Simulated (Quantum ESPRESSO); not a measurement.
## Relaxation of cell and atoms of PbS (part 4 of 4)

The same run, continued: PbS (Cmcm, 4 atoms in the cell); Kohn-Sham DFT of a periodic cell, BLYP, PseudoDojo 0.4.1 SR PBE standard (Quantum ESPRESSO 7.5); cutoff 761.92 eV, 7×7×6 k-mesh, fermi-dirac of 0.05 eV. The structure derives from a Materials Project entry. The run did not end well.

Geometry of the input (Å; fractional positions):
```
2.0800  -5.9913  0.0000
2.0800  5.9913  0.0000
0.0000  0.0000  4.2793
Pb 0.1306  0.8694  0.2500
Pb 0.8694  0.1306  0.7500
S  0.3548  0.6452  0.2500
S  0.6452  0.3548  0.7500
```

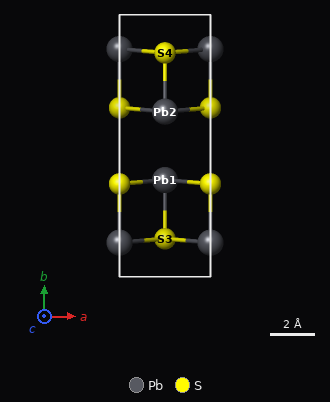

*The structure as given in the input (ball-and-stick view of the cell 2 times as large as that of the calculation, set on its symmetry axes, along the c axis; atoms are numbered from 1 in the order of the input).*

Output, continued:
```
   -10.1207 -10.0518 -10.0387 -10.0300 -10.0251 -10.0238 -10.0204 -10.0034
    -9.9914  -9.9903  -6.0242  -4.8464  -0.9381   0.2174   3.5518   3.9365
     4.0674   4.8837   5.0435   5.8388   8.5661  10.9683  10.9826  11.1402
    11.7331  11.8681  11.9527  13.1778

          k =-0.0000-0.1836 0.1607 (  5109 PWs)   bands (ev):

   -10.1108 -10.0457 -10.0403 -10.0289 -10.0268 -10.0240 -10.0213 -10.0045
    -9.9953  -9.9902  -5.8963  -4.8222  -1.1806  -0.1493   3.6686   4.2570
     4.2581   5.1763   5.2442   5.7594   8.6206   9.6601  10.4252  10.7828
    11.1795  11.2430  12.5563  13.8296

          k =-0.0000-0.1836 0.3214 (  5084 PWs)   bands (ev):

   -10.0883 -10.0495 -10.0342 -10.0336 -10.0316 -10.0234 -10.0145 -10.0025
   -10.0016  -9.9922  -5.5487  -4.8505  -1.5443  -0.8877   4.0647   4.7655
     4.8487   5.4252   5.5317   6.0237   8.1911   8.8093   9.3575   9.5580
     9.9520  10.4732  14.0687  14.8086

          k =-0.0000-0.1836-0.4821 (  5086 PWs)   bands (ev):

   -10.0658 -10.0658 -10.0369 -10.0369 -10.0256 -10.0256 -10.0064 -10.0064
    -9.9971  -9.9971  -5.1188  -5.1188  -1.4693  -1.4693   4.6258   4.6258
     5.3191   5.3191   6.0465   6.0465   8.0278   8.0278   9.1280   9.1280
     9.6990   9.6990  15.1146  15.1146

          k = 0.8434 0.0000 0.0000 (  5130 PWs)   bands (ev):

   -10.1134 -10.0466 -10.0341 -10.0295 -10.0259 -10.0256 -10.0211 -10.0027
    -9.9976  -9.9917  -5.8893  -4.8761  -1.2100   0.0104   4.1411   4.1751
     4.2180   4.9300   5.3047   5.7377   7.6341  10.2592  10.2710  10.8346
    11.1656  11.4843  12.4443  13.9348

          k = 0.8434 0.0000 0.1607 (  5096 PWs)   bands (ev):

   -10.1062 -10.0406 -10.0365 -10.0293 -10.0282 -10.0265 -10.0205 -10.0046
   -10.0001  -9.9913  -5.7660  -4.8430  -1.3390  -0.2625   3.6348   4.3224
     4.6906   4.9569   5.7670   5.7756   7.7374   8.9087   9.9789  10.4790
    11.3088  11.3497  13.3926  13.7211

          k = 0.8434 0.0000 0.3214 (  5085 PWs)   bands (ev):

   -10.0899 -10.0530 -10.0350 -10.0324 -10.0301 -10.0215 -10.0140 -10.0036
   -10.0024  -9.9929  -5.4380  -4.8391  -1.5443  -0.8822   3.7328   4.5966
     4.8336   5.2800   5.6255   5.9668   7.8264   8.4827   9.2138   9.7043
    10.8170  10.9575  13.5258  14.6960

          k = 0.8434 0.0000-0.4821 (  5100 PWs)   bands (ev):

   -10.0718 -10.0718 -10.0372 -10.0372 -10.0240 -10.0240 -10.0044 -10.0044
    -9.9978  -9.9978  -5.0522  -5.0522  -1.4211  -1.4211   4.3832   4.3832
     4.9974   4.9974   5.7416   5.7416   8.0763   8.0763   9.7768   9.7768
    10.0778  10.0778  13.8403  13.8403

          k =-0.0000-0.2753 0.0000 (  5117 PWs)   bands (ev):

   -10.1217 -10.0512 -10.0373 -10.0301 -10.0254 -10.0209 -10.0195 -10.0030
    -9.9972  -9.9886  -5.9907  -4.8974  -1.0169   0.2369   3.9856   4.0280
     4.0529   4.8232   5.0906   5.7917   7.7501  10.8317  11.0559  11.2552
    11.5691  11.8806  12.0315  13.3456

          k =-0.0000-0.2753 0.1607 (  5085 PWs)   bands (ev):

   -10.1120 -10.0450 -10.0376 -10.0290 -10.0265 -10.0250 -10.0186 -10.0047
    -9.9991  -9.9892  -5.8649  -4.8652  -1.2503  -0.1477   4.1267   4.2202
     4.2843   5.2182   5.2464   5.7592   7.8335   9.4559  10.4947  10.9003
    11.2181  11.2932  12.5553  13.9039

          k =-0.0000-0.2753 0.3214 (  5095 PWs)   bands (ev):

   -10.0897 -10.0484 -10.0333 -10.0330 -10.0311 -10.0240 -10.0138 -10.0039
   -10.0014  -9.9924  -5.5250  -4.8703  -1.6030  -0.9163   4.4748   4.7337
     4.8916   5.4465   5.6068   6.0643   7.9711   8.1374   9.4051   9.6724
    10.0121  10.3735  14.1481  14.6405

          k =-0.0000-0.2753-0.4821 (  5094 PWs)   bands (ev):

   -10.0666 -10.0666 -10.0359 -10.0359 -10.0262 -10.0262 -10.0046 -10.0046
    -9.9982  -9.9982  -5.1115  -5.1115  -1.5188  -1.5188   4.9313   4.9313
     5.3061   5.3061   6.0078   6.0078   7.8523   7.8523   9.1880   9.1880
     9.4454   9.4454  14.9086  14.9086

     the Fermi energy is     6.9194 ev

!    total energy              =    -324.90650357 Ry
     estimated scf accuracy    <          4.4E-12 Ry
     smearing contrib. (-TS)   =      -0.00000000 Ry
     internal energy E=F+TS    =    -324.90650356 Ry

     The total energy is F=E-TS. E is the sum of the following terms:
     one-electron contribution =    -103.67351937 Ry
     hartree contribution      =      73.77913922 Ry
     xc contribution           =     -91.59362473 Ry
     ewald contribution        =    -203.41849868 Ry

     convergence has been achieved in   7 iterations

     Forces acting on atoms (cartesian axes, Ry/au):

     atom    1 type  1   force =    -0.00000000    0.00063932    0.00000000
     atom    2 type  1   force =     0.00000000   -0.00063932    0.00000000
     atom    3 type  2   force =    -0.00000000    0.00212112    0.00000000
     atom    4 type  2   force =     0.00000000   -0.00212112   -0.00000000

     Total force =     0.003133     Total SCF correction =     0.000008

     Computing stress (Cartesian axis) and pressure

          total   stress  (Ry/bohr**3)                   (kbar)     P=        0.33
   0.00000838   0.00000000   0.00000000            1.23        0.00        0.00
  -0.00000000  -0.00000047   0.00000000           -0.00       -0.07        0.00
   0.00000000   0.00000000  -0.00000117            0.00        0.00       -0.17

     Energy error            =      3.4E-05 Ry
     Gradient error          =      2.1E-03 Ry/Bohr
     Cell gradient error     =      1.2E+00 kbar

     number of scf cycles    =  14
     number of bfgs steps    =  13

     enthalpy           old  =    -324.9064700155 Ry
     enthalpy           new  =    -324.9065035675 Ry

     CASE: enthalpy          _new < enthalpy          _old

     new trust radius        =       0.0053310471 bohr
     new conv_thr            =            2.7E-11 Ry

     new unit-cell volume =    841.08044 a.u.^3 (   124.63526 Ang^3 )
     density =      6.37541 g/cm^3

CELL_PARAMETERS (alat=  8.00000000)
   0.508458608  -1.557987242   0.000000000
   0.508458608   1.557987242   0.000000000
   0.000000000   0.000000000   1.036855112

ATOMIC_POSITIONS (crystal)
Pb               0.1427101255        0.8572898745        0.2500000000
Pb               0.8572898745        0.1427101255        0.7500000000
S                0.3512718709        0.6487281291        0.2500000000
S                0.6487281291        0.3512718709        0.7500000000

     NEW-OLD atomic charge density approx. for the potential
     New effective cutoffs (rho, wfc):  212.57   53.15

     Self-consistent Calculation

     iteration #  1     ecut=    56.00 Ry     beta= 0.50
     Davidson diagonalization with overlap
```

Outcome:

| quantity | value |
| --- | --- |
| outcome | stopped at the time limit |
| space group (tolerance 0.01 Å) | Cmcm (63) |
| wall time | 40 min |
| peak memory | 0.22 GiB |

The run was cut off by its time limit, so the output is incomplete. Further notes kept with the run: potentials made for another functional. Points of doubt noted for this run: potentials made for another functional.
